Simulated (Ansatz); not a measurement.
## Electronic structure of LiNbO₃ (slab) in real space

```xyz
20
Lattice="5.1895 0.0000 0.0000 -2.5948 4.4942 0.0000 0.0000 0.0000 23.4629" Properties=species:S:1:pos:R:3 pbc="T T T"
Nb    0.0000    2.9962    7.7421
Li    0.0000    0.0000    9.3488
O     1.7202    2.8798    8.2756
O     4.2286    1.5646    8.2756
O     1.8354    0.0499    8.2756
Nb    2.5948    1.4981    9.9171
Li    0.0000    2.9962   11.7777
O     0.9228    1.3160   10.6484
O     3.5884    0.1412   10.6484
O     3.2730    3.0370   10.6484
Nb    0.0000    0.0000   12.3394
Li    2.5948    1.4981   15.6767
O    -0.9679    4.1915   13.1019
O     1.5192    3.2368   13.1019
O    -0.5512    1.5602   13.1019
Nb    0.0000    2.9962   14.7227
Li    0.0000    0.0000   16.0327
O    -1.6137    3.0156   15.6106
O     0.7900    1.5889   15.6106
O     0.8237    4.3839   15.6106
```

These are results of DFT PBE, scalar-relativistic, plane waves, PAW in Ansatz, not measurements.

In a PAW calculation such maps are meaningful between the atoms, not at the nuclei.

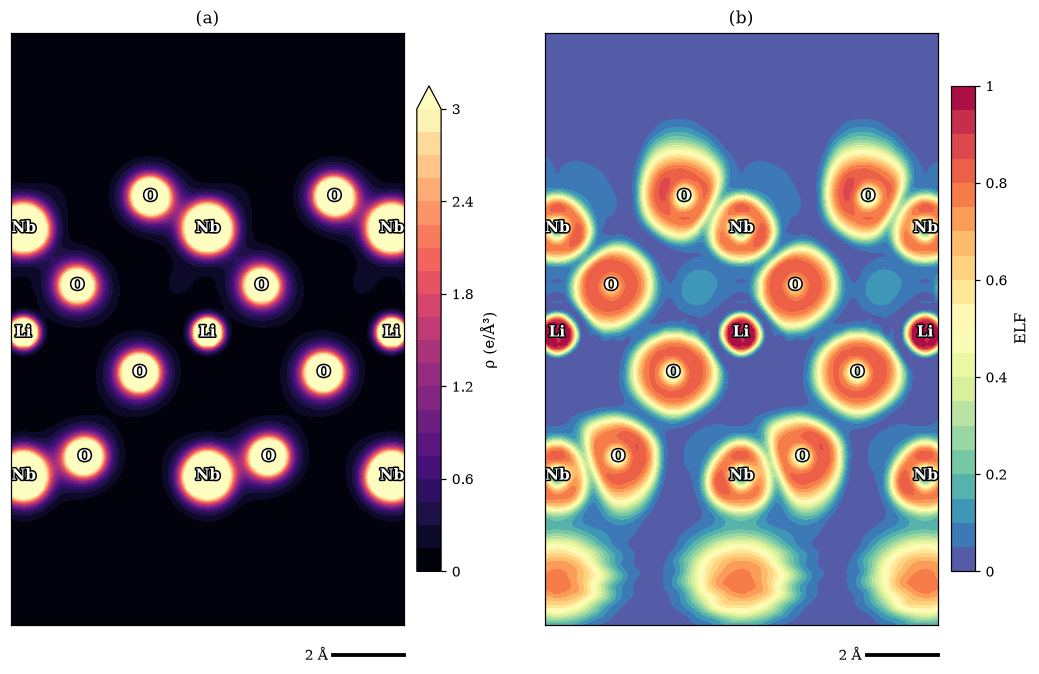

Figure 1. (a) valence electron density; (b) electron localisation function on the (100) plane of the calculation cell, a cut from vacuum to vacuum.

**What does the map show?**

The section cuts through Nb, O and Li sites. Nb–O (1.80 Å): ρ is about 1.4 e/Å³ halfway; the ELF peaks at about 0.80 in the valence shell of O, 0.5 Å from its nucleus, and drops to about 0.35 between the two atoms. Li–O (2.03 Å): ρ at the midpoint is about 0.3 e/Å³; the ELF peaks at about 0.85 in the valence shell of O, 0.6 Å from its nucleus, and is about 0.50 at the midpoint. The density dies away to nearly zero in the vacuum. The features right at Nb and Li lie inside the PAW spheres, where the map follows smoothed inner orbitals and isn't to be read closely.

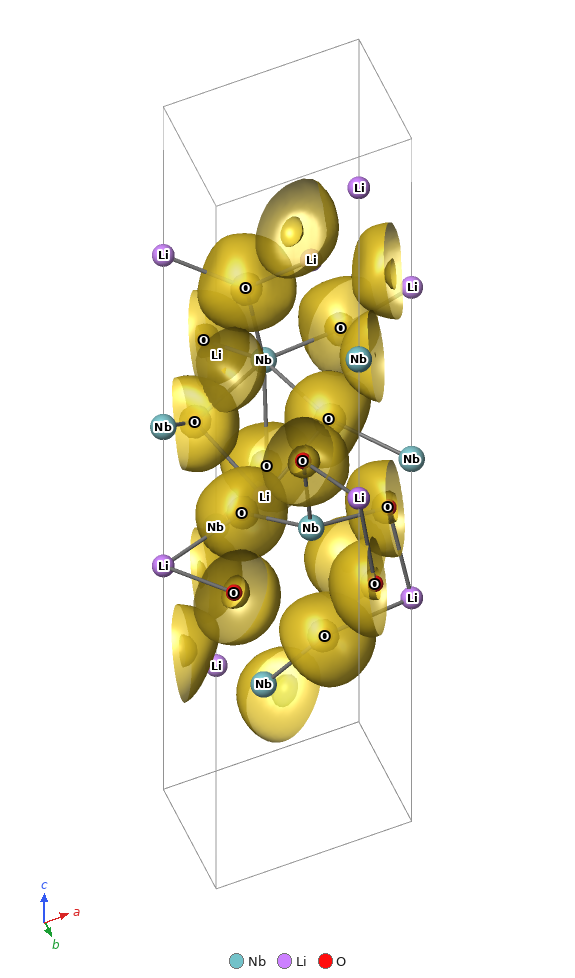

Figure 2. Isosurface of the ELF at 0.65 (yellow), seen at an oblique angle. Only the valence region is drawn (cores and ρ < 0.01 e/Å³ removed). Sticks mark near contacts.

**Describe the localisation domains.**

The ELF exceeds this value in twelve regions wrapped around O (the valence shell of each), counted in one cell of 20 atoms. Counts are for one cell; the picture repeats the cell along the surface.


 Li–O (1.81 Å): the ELF peaks at about 0.85 in the valence shell of O, 0.7 Å from its nucleus, and is about 0.60 at the midpoint.

**Does the calculation make it a metal, or give it a gap?**

It is gapless in this calculation (a metal or semimetal).
